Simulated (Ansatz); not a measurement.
# A series of single points on HfS$_{2}$

System: HfS$_{2}$ (P-3m1, 3 atoms in the cell).
Method: DFT PBEsol, scalar-relativistic, plane waves, PAW, no spin polarisation (Ansatz 0.2.0).

The 5 runs differ only in the geometry, by a strain of the cell at fixed fractional positions. Against run 3, the strain is εzz = η. The structure derives from a Materials Project entry.

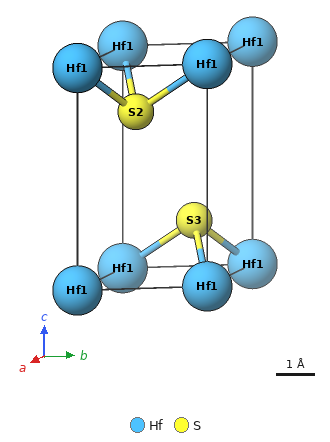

Figure 1. The structure of run 3 (ball-and-stick view of the cell of the calculation, seen slightly off an axis; atoms are numbered from 1 in the order of the input).

**Input of run 3**
```yaml
crystal:
  lattice:
    - [3.5304742546, 0.0, 0.0]
    - [-1.7652371273, 3.0574803919, 0.0]
    - [0.0, 0.0, 6.05556247]
  atoms:
    - { symbol: Hf, position: [0.0, 0.0, 0.0] }
    - { symbol: S, position: [0.6666666667, 0.3333333333, 0.76395205] }
    - { symbol: S, position: [0.3333333333, 0.6666666667, 0.23604795] }
basis:
  ecutwfc: 420
kpoints:
  mp_grid: { grid: [9, 9, 6] }
hamiltonian:
  xc: pbesol
scf:
  occupations: { method: gaussian, width: 0.05 }
output:
  forces: true
  stress: true
  eigenvalues: true
```

Lattice vectors (Å) and fractional positions of run 3:
```
   3.530474    0.000000    0.000000
  -1.765237    3.057480    0.000000
   0.000000    0.000000    6.055562
Hf  0.000000  0.000000  0.000000
S   0.666667  0.333333  0.763952
S   0.333333  0.666667  0.236048
```

Run 4 differs from it as follows:
```diff
-    - [0.0, 0.0, 6.05556247]
+    - [0.0, 0.0, 6.146395907]
```

**Results, with one run withheld**

```tsv
run	strain parameter η (%)	free energy per atom, from the lowest run given (meV)	pressure (GPa)	gap on the mesh (eV)
1	−3.0000	34.61	8.50	0.97
2	−1.5000	19.42	6.78	0.91
3	0.0000	8.68	5.16	0.86
4	1.5000	?	?	?
5	3.0000	0.00	2.20	0.75
```

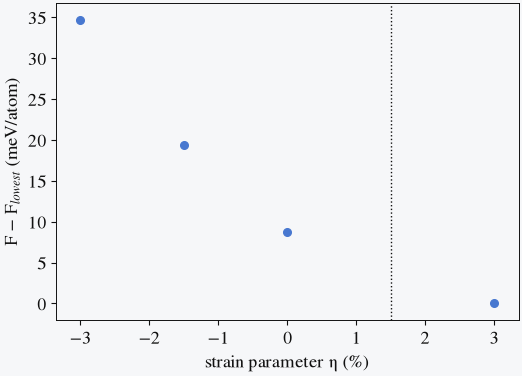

Figure 2. Free energy per atom of the runs given; the dotted line marks run 4.

Fit the runs given and predict run 4.

A quadratic polynomial in the coordinate, fitted to the 4 runs given, misses them by at most 0.04 meV per atom. With x = η + 0.3750, it reads F = 10.947 − 6.4858 x + 0.96111 x² (meV per atom). At run 4 it gives 2.17 meV per atom, and the run itself gives 2.24. The fit has no minimum inside this range. The gap on the mesh goes, without turning, from 0.97 eV in run 1 to 0.75 eV in run 5; run 4 has 0.80 eV. These are gaps of this functional on this mesh, which can miss the band edges; they aren't the measured gap.

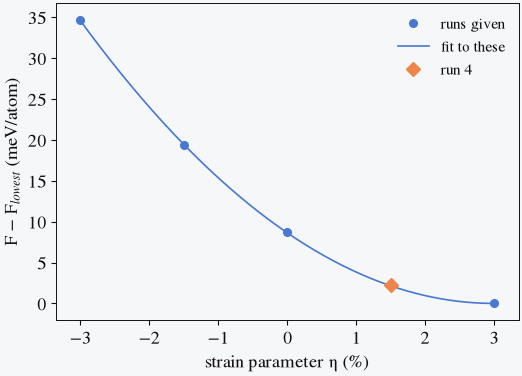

Figure 3. The fit and the withheld run.

**Output, shortened to warnings, some set-up lines, iterations and results (run 4)**
```
Basis set: ecut = 420 eV, 1299 PW (Γ), exchange–correlation on 48×48×90 points (8 copies of the dense FFT grid, shifted against one another)
Symmetry: 12 space group operations
k-points: 62 of 486
Initial density: superposition of atomic densities (neutral atoms: chi_scale 0, normalization atom), corrected by the library's trained network
[...]
SCF iter   1: F=—  HF=-17372.546097 eV  |F-HF|=—  |Δ(HF+E_count)|=         —  Δρ=5.10e-3  dr2=3.30e-2  ethr=1.77e-3  ⟨swp⟩=5.8  Hψ=6099  notcnv=0
SCF iter   2: F=—  HF=-17372.539115 eV  |F-HF|=—  |Δ(HF+E_count)|=   6.98e-3  Δρ=1.69e-3  dr2=2.12e-3  ethr=8.70e-5  ⟨swp⟩=1.9  Hψ=2285  notcnv=0
SCF iter   3: F=—  HF=-17372.539073 eV  |F-HF|=—  |Δ(HF+E_count)|=   4.19e-5  Δρ=6.62e-4  dr2=2.93e-4  ethr=5.59e-6  ⟨swp⟩=2.0  Hψ=2300  notcnv=0
SCF iter   4: F=—  HF=-17372.539139 eV  |F-HF|=—  |Δ(HF+E_count)|=   6.52e-5  Δρ=3.09e-4  dr2=9.30e-5  ethr=7.71e-7  ⟨swp⟩=2.0  Hψ=2538  notcnv=0
SCF iter   5: F=—  HF=-17372.539128 eV  |F-HF|=—  |Δ(HF+E_count)|=   1.09e-5  Δρ=9.47e-5  dr2=5.46e-6  ethr=2.45e-7  ⟨swp⟩=2.0  Hψ=2490  notcnv=0
SCF iter   6: F=—  HF=-17372.539139 eV  |F-HF|=—  |Δ(HF+E_count)|=   1.15e-5  Δρ=2.13e-5  dr2=8.98e-7  ethr=1.44e-8  ⟨swp⟩=2.0  Hψ=2602  notcnv=0
SCF iter   7: F=-17372.539140 eV  HF=-17372.539140 eV  |F-HF|=7.85e-8  |Δ(HF+E_count)|=   8.90e-7  Δρ=7.28e-6  dr2=4.98e-8  ethr=2.63e-10  ⟨swp⟩=3.1  Hψ=6168  notcnv=0
SCF 1 converged in 7 iterations: F = -17372.539140 eV  dr2 = 4.98e-8
SCF converged after 7 iterations
Free energy (F): -17372.539140 eV
Harris-Foulkes:  -17372.539140 eV  (|F-HF|=7.85e-8)
Internal energy: -17372.539140 eV  (E = F + TS)
E sigma→0 (E₀):  -17372.539140 eV
Fermi energy:    9.483145 eV
--- Per-component energies (eV) ---
  E_band       = -205.640350
  E_kinetic    = 637.847678
  E_local      = -8569.272031  (includes V_loc(G=0)·N_el)
  E_nonlocal   = -1180.402154
  E_hartree    = 3968.816693
  E_xc         = -490.765865
  E_vxc        = -441.739263  (∫ρ·V_xc dr)
  E_paw        = -7975.524457  (= ΣΔE_a)
  E_vpaw       = 1410.286462  (= ΣTr[D̂ρ^β])
  E_aug_tail   = 0.000002  (compensation charges beyond the density's cutoff)
  E_ewald      = -3764.613995
  E_core_change = 1.374990  (= ΣΔE_core)
  E_smearing   = -0.000000  (= −TS)
  E_closure    = -0.000000  (closes the sum)
  Σ components = -17372.539140   (vs F -17372.539140, Δ=0.00e0)
--- Forces (eV/Å), atoms counted from 1 ---
  atom   1  Hf    -0.00000000     0.00000000     0.00000000
  atom   2  S     -0.00000000     0.00000000    -0.36443707
  atom   3  S      0.00000000    -0.00000000     0.36443707
  max |Σ_I F_I| component: 9.25e-18 eV/Å
--- Stress (GPa, compression-positive) ---
        4.387591      -0.000000      -0.000000
       -0.000000       4.387591      -0.000000
       -0.000000       0.000000       2.117016
  P = ⅓ Tr σ = 3.6307 GPa (36.307 kbar)
```

Notes: Spin–orbit coupling is left out, which matters for Hf.
